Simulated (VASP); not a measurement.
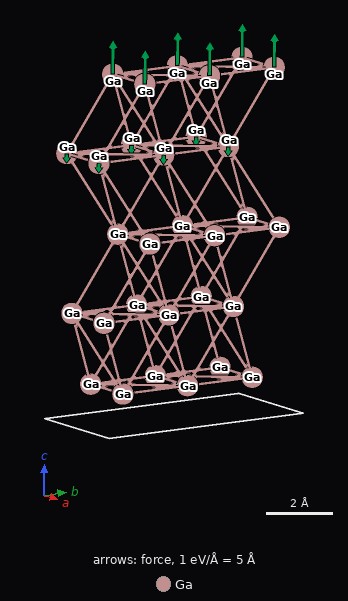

Starting geometry of a slab of composition Ga with the computed forces as green arrows. A ball-and-stick model of the 2 × 3 repeat of the cell, outlined in the plane, without the vacuum, seen slightly off an axis.

The run lets the atoms move in a fixed cell. 2 atoms are held fixed.

These are results of Kohn-Sham DFT of a periodic cell, PBE with dDsC, VASP PAW PBE potentials, recommended (VASP 6.6.1), not measurements.

The input:
```
SYSTEM = Ga
PREC     = Accurate       ! precision mode
ENCUT    = 520            ! plane-wave cutoff, eV
EDIFF    = 1E-6           ! SCF threshold, eV
ISMEAR   = 0              ! smearing method
SIGMA    = 0.05           ! smearing width, eV
LREAL    = .False.        ! projectors in reciprocal space
LASPH    = .True.         ! aspherical terms in the spheres
NELM     = 60             ! most SCF steps
ALGO     = Normal         ! electronic algorithm
ISIF     = 2              ! what is computed and relaxed
LWAVE    = .False.        ! write WAVECAR
LCHARG   = .False.        ! write CHGCAR
LDIPOL   = .True.       
IDIPOL   = 3            
DIPOL    = 0.5 0.5 0.500
GGA      = PE             ! functional
IVDW     = 4              ! dispersion correction
IBRION   = 2              ! ionic algorithm
NSW      = 40             ! ionic steps
EDIFFG   = -0.01          ! ionic threshold
```

Launched with:
```bash
cat potpaw_PBE.64/Ga_d/POTCAR > POTCAR
mpirun -np 1 vasp_std > vasp.out
```

Question: What follows when this structure is relaxed?

Answer: It isn't relaxed: the largest force vector, on a Ga atom, is 0.22 eV/Å. The final displacements follow the starting forces only in part (cosine between the two patterns 0.75). The atom that moves furthest is a Ga atom (0.17 Å along the normal (+c)). The cell stays as it was. Among the contacts that change: Ga–Ga 2.985 → 3.073 Å, Ga–Ga 2.808 → 2.878 Å, Ga–Ga 2.808 → 2.856 Å, Ga–Ga 2.985 → 3.019 Å. Over 10 geometry steps the energy falls by 30.5 meV per cell of the calculation. The largest force component goes from 0.22 to 0.15 eV/Å.
